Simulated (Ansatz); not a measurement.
# What a change does: single-point calculation on CuO

System: CuO (4 atoms in the cell).
Method of run A: Kohn-Sham DFT of a periodic cell, PBE, Ansatz PAW, no spin polarisation (Ansatz 0.2.0).

The structure derives from a Materials Project entry. Text and figures count atoms from 1; the logs count them from 0 in places.

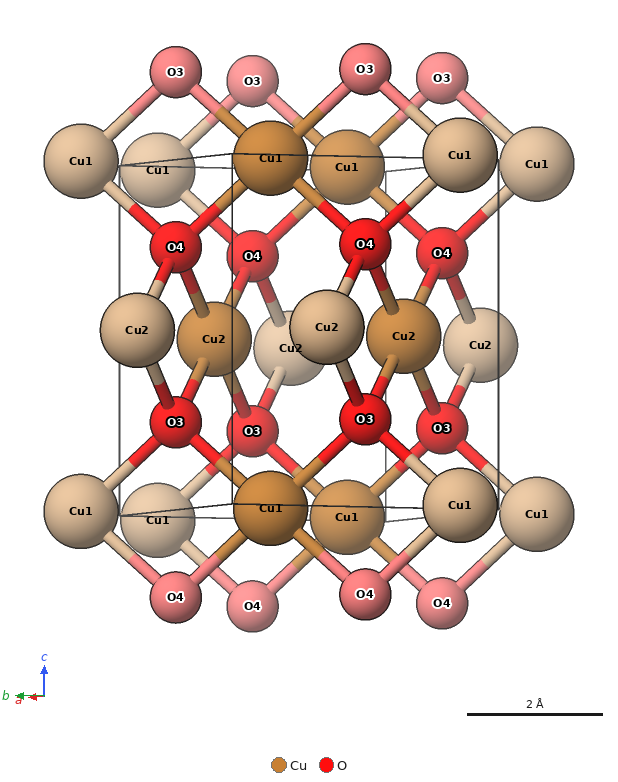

**Figure 1.** The structure (ball-and-stick view of the cell 2 times as large as that of the calculation, set on its symmetry axes, seen at an oblique angle; neighbours outside the cell are drawn fainter; atoms are numbered from 1 in the order of the input).

## The input, run A
```yaml
crystal:
  lattice:
    - [2.0171679519, -2.1818894341, 0.0]
    - [2.0171679519, 2.1818894341, 0.0]
    - [0.0, 0.0, 5.2237769386]
  atoms:
    - { symbol: Cu, position: [0.5, 0.0, 0.0] }
    - { symbol: Cu, position: [0.0, 0.5, 0.5] }
    - { symbol: O, position: [0.5, 0.5, 0.25] }
    - { symbol: O, position: [0.5, 0.5, 0.75] }
hamiltonian:
  xc: pbe
  pseudopotentials: { kind: paw }
kpoints:
  mp_grid: { grid: [9, 9, 5] }
scf:
  occupations: { method: fermi_dirac, width: 0.05 }
output:
  forces: true
  stress: true
  eigenvalues: true
  write_density: true
  write_potential: true
  elf: true
  volumetric_format: npy
```

Launched with:
```bash
ansatz run input.yaml --threads 2 --pin off --max-ram 5632MiB --backend cpu --events-out ev --progress --plain --runs-dir out
```

Hardware: 2 threads of Arm Neoverse V2, 24 GiB of memory available, shared host.

## Output, shortened to warnings, some set-up lines, iterations and results (run A)
```
Basis set: ecut = 420 eV, 885 PW (Γ), exchange–correlation on 40×40×72 points (8 copies of the dense FFT grid, shifted against one another)
Symmetry: 8 space group operations
k-points: 75 of 405
Initial density: superposition of atomic densities (neutral atoms: chi_scale 0, normalization atom), corrected by the library's trained network
[...]
SCF iter   1: F=—  HF=-14382.547708 eV  |F-HF|=—  |Δ(HF+E_count)|=         —  Δρ=5.95e-3  dr2=5.15e-3  ethr=1.77e-3  ⟨swp⟩=5.6  Hψ=8114  notcnv=0
SCF iter   2: F=—  HF=-14382.546952 eV  |F-HF|=—  |Δ(HF+E_count)|=   7.56e-4  Δρ=1.52e-3  dr2=3.88e-4  ethr=1.03e-5  ⟨swp⟩=2.0  Hψ=4026  notcnv=0
SCF iter   3: F=—  HF=-14382.546868 eV  |F-HF|=—  |Δ(HF+E_count)|=   8.41e-5  Δρ=3.88e-4  dr2=5.17e-5  ethr=7.76e-7  ⟨swp⟩=2.2  Hψ=3438  notcnv=0
SCF iter   4: F=—  HF=-14382.546758 eV  |F-HF|=—  |Δ(HF+E_count)|=   1.10e-4  Δρ=5.81e-4  dr2=8.83e-5  ethr=1.03e-7  ⟨swp⟩=2.0  Hψ=4129  notcnv=0
SCF iter   5: F=—  HF=-14382.546735 eV  |F-HF|=—  |Δ(HF+E_count)|=   2.24e-5  Δρ=1.36e-4  dr2=4.58e-6  ethr=1.03e-7  ⟨swp⟩=2.1  Hψ=3264  notcnv=0
SCF iter   6: F=—  HF=-14382.546734 eV  |F-HF|=—  |Δ(HF+E_count)|=   8.36e-7  Δρ=3.98e-5  dr2=4.80e-7  ethr=9.15e-9  ⟨swp⟩=2.7  Hψ=3766  notcnv=0
SCF iter   7: F=-14382.546734 eV  HF=-14382.546734 eV  |F-HF|=9.89e-9  |Δ(HF+E_count)|=   7.79e-8  Δρ=5.83e-6  dr2=9.96e-9  ethr=2.00e-10  ⟨swp⟩=7.1  Hψ=13213  notcnv=0
SCF 1 converged in 7 iterations: F = -14382.546734 eV  dr2 = 9.96e-9
SCF converged after 7 iterations
Free energy (F): -14382.546734 eV
Harris-Foulkes:  -14382.546734 eV  (|F-HF|=9.89e-9)
Internal energy: -14382.526932 eV  (E = F + TS)
E sigma→0 (E₀):  -14382.536833 eV
Entropy (-TS):   -0.019803 eV (-4.951 meV/atom)
Fermi energy:    10.162039 eV
--- Per-component energies (eV) ---
  E_band       = -952.489614
  E_kinetic    = 939.339729
  E_local      = -10279.877365  (includes V_loc(G=0)·N_el)
  E_nonlocal   = 876.633401
  E_hartree    = 4446.685827
  E_xc         = -322.534531
  E_vxc        = -413.872901  (∫ρ·V_xc dr)
  E_paw        = -3638.156838  (= ΣΔE_a)
  E_vpaw       = -968.078469  (= ΣTr[D̂ρ^β])
  E_aug_tail   = 0.005644  (compensation charges beyond the density's cutoff)
  E_ewald      = -6404.622798
  E_smearing   = -0.019803  (= −TS)
  E_closure    = 0.000000  (closes the sum)
  Σ components = -14382.546734   (vs F -14382.546734, Δ=0.00e0)
--- Forces (eV/Å), atoms counted from 1 ---
  atom   1  Cu     0.00000000    -0.00000000    -0.00000000
  atom   2  Cu     0.00000000     0.00000000     0.00000000
  atom   3  O      0.00000000     0.00000000    -0.00000000
  atom   4  O     -0.00000000     0.00000000     0.00000000
  max |Σ_I F_I| component: 1.45e-28 eV/Å
--- Stress (GPa, compression-positive) ---
       -2.587496      -0.000000       0.000000
       -0.000000      -4.186433      -0.000000
        0.000000      -0.000000      -5.969113
  P = ⅓ Tr σ = -4.2477 GPa (-42.477 kbar)
```

For run B the input was changed thus:
```diff
-    - [2.0171679519, -2.1818894341, 0.0]
-    - [2.0171679519, 2.1818894341, 0.0]
-    - [0.0, 0.0, 5.2237769386]
+    - [1.9640597285, -2.1244444051, 0.0]
+    - [1.9640597285, 2.1244444051, 0.0]
+    - [0.0, 0.0, 5.0862447552]
```

Predict how the results change.

With the same functional and potentials, run B lies 9.2 meV per atom higher. The pressure goes from −4.25 to 8.53 GPa. The volume per atom goes from 11.50 to 10.61 Å³. The cell is scaled evenly with the atoms at fixed fractional positions, so −ΔP/Δ ln V estimates the bulk modulus midway between the two volumes: about 160 GPa. The number of SCF iterations is the same. The plane waves at Γ go from 885 to 825.

## Output, shortened to warnings, some set-up lines, iterations and results (run B)
```
Basis set: ecut = 420 eV, 825 PW (Γ), exchange–correlation on 40×40×72 points (8 copies of the dense FFT grid, shifted against one another)
Symmetry: 8 space group operations
k-points: 75 of 405
Initial density: superposition of atomic densities (neutral atoms: chi_scale 0, normalization atom), corrected by the library's trained network
[...]
SCF iter   1: F=—  HF=-14382.510538 eV  |F-HF|=—  |Δ(HF+E_count)|=         —  Δρ=5.66e-3  dr2=3.94e-3  ethr=1.77e-3  ⟨swp⟩=5.7  Hψ=8021  notcnv=0
SCF iter   2: F=—  HF=-14382.510265 eV  |F-HF|=—  |Δ(HF+E_count)|=   2.73e-4  Δρ=1.38e-3  dr2=2.81e-4  ethr=7.89e-6  ⟨swp⟩=2.0  Hψ=4045  notcnv=0
SCF iter   3: F=—  HF=-14382.510202 eV  |F-HF|=—  |Δ(HF+E_count)|=   6.34e-5  Δρ=4.21e-4  dr2=4.34e-5  ethr=5.63e-7  ⟨swp⟩=2.0  Hψ=3523  notcnv=0
SCF iter   4: F=—  HF=-14382.510068 eV  |F-HF|=—  |Δ(HF+E_count)|=   1.34e-4  Δρ=4.09e-4  dr2=4.26e-5  ethr=8.69e-8  ⟨swp⟩=2.0  Hψ=4130  notcnv=0
SCF iter   5: F=—  HF=-14382.510060 eV  |F-HF|=—  |Δ(HF+E_count)|=   7.93e-6  Δρ=2.08e-4  dr2=1.06e-5  ethr=8.53e-8  ⟨swp⟩=1.1  Hψ=2255  notcnv=0
SCF iter   6: F=—  HF=-14382.510058 eV  |F-HF|=—  |Δ(HF+E_count)|=   2.27e-6  Δρ=5.75e-5  dr2=8.10e-7  ethr=2.12e-8  ⟨swp⟩=2.1  Hψ=2875  notcnv=0
SCF iter   7: F=-14382.510058 eV  HF=-14382.510058 eV  |F-HF|=2.68e-8  |Δ(HF+E_count)|=   1.34e-7  Δρ=1.02e-5  dr2=2.74e-8  ethr=2.00e-10  ⟨swp⟩=6.0  Hψ=14036  notcnv=0
SCF 1 converged in 7 iterations: F = -14382.510058 eV  dr2 = 2.74e-8
SCF converged after 7 iterations
Free energy (F): -14382.510058 eV
Harris-Foulkes:  -14382.510058 eV  (|F-HF|=2.68e-8)
Internal energy: -14382.490929 eV  (E = F + TS)
E sigma→0 (E₀):  -14382.500494 eV
Entropy (-TS):   -0.019129 eV (-4.782 meV/atom)
Fermi energy:    11.673815 eV
--- Per-component energies (eV) ---
  E_band       = -895.225334
  E_kinetic    = 944.014565
  E_local      = -9992.807396  (includes V_loc(G=0)·N_el)
  E_nonlocal   = 875.519724
  E_hartree    = 4329.627195
  E_xc         = -324.461652
  E_vxc        = -416.540450  (∫ρ·V_xc dr)
  E_paw        = -3636.584813  (= ΣΔE_a)
  E_vpaw       = -964.653794  (= ΣTr[D̂ρ^β])
  E_aug_tail   = 0.005404  (compensation charges beyond the density's cutoff)
  E_ewald      = -6577.803956
  E_smearing   = -0.019129  (= −TS)
  E_closure    = 0.000000  (closes the sum)
  Σ components = -14382.510058   (vs F -14382.510058, Δ=0.00e0)
--- Forces (eV/Å), atoms counted from 1 ---
  atom   1  Cu     0.00000000     0.00000000     0.00000000
  atom   2  Cu     0.00000000     0.00000000     0.00000000
  atom   3  O      0.00000000     0.00000000     0.00000000
  atom   4  O      0.00000000     0.00000000     0.00000000
  max |Σ_I F_I| component: 1.26e-29 eV/Å
--- Stress (GPa, compression-positive) ---
        8.025138       0.000000       0.000000
        0.000000       7.499424       0.000000
        0.000000       0.000000      10.068251
  P = ⅓ Tr σ = 8.5309 GPa (85.309 kbar)
```

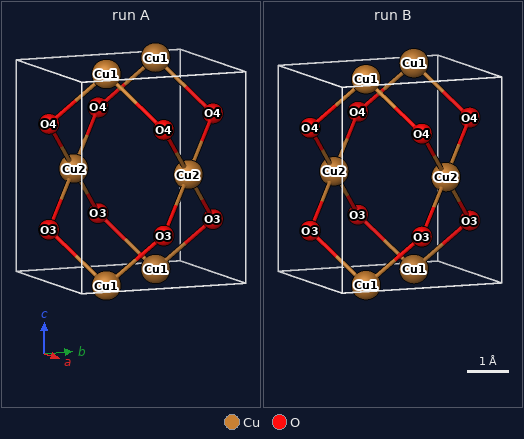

**Figure 2.** The two input geometries at one scale (ball-and-stick view of the cell 2 times as large as that of the calculation, set on its symmetry axes, seen slightly off an axis). The atoms keep their places relative to the cell (all moves are under 0.005 Å). Cell: a 4.034 → 3.928 Å (−2.6 %), b 4.364 → 4.249 Å (−2.6 %), c 5.224 → 5.086 Å (−2.6 %). Volume −7.7 %. Among the contacts that change: Cu1–O3 1.978 → 1.926 Å.

## The two runs side by side

| quantity | run A | run B |
| --- | --- | --- |
| outcome | converged | converged |
| free energy per atom (eV) | −3595.6367 | −3595.6275 |
| energy per atom, smearing taken to zero (eV) | −3595.6342 | −3595.6251 |
| gap on the mesh (eV) | 0.00 | 0.00 |
| pressure (GPa) | −4.25 | 8.53 |
| volume per atom (Å³) | 11.50 | 10.61 |
| largest force (eV/Å) | 0.000 | 0.000 |
| SCF iterations | 7 | 7 |
| irreducible k-points | 75 | 75 |
| plane waves at Γ | 885 | 825 |
| wall time (shared host) | 3 s | 2.8 s |

For both runs: The run has no spin polarisation, so a magnetic state may lie lower. For run B: The cell is under a pressure of 8.5 GPa at this level, so it is not at its equilibrium volume.
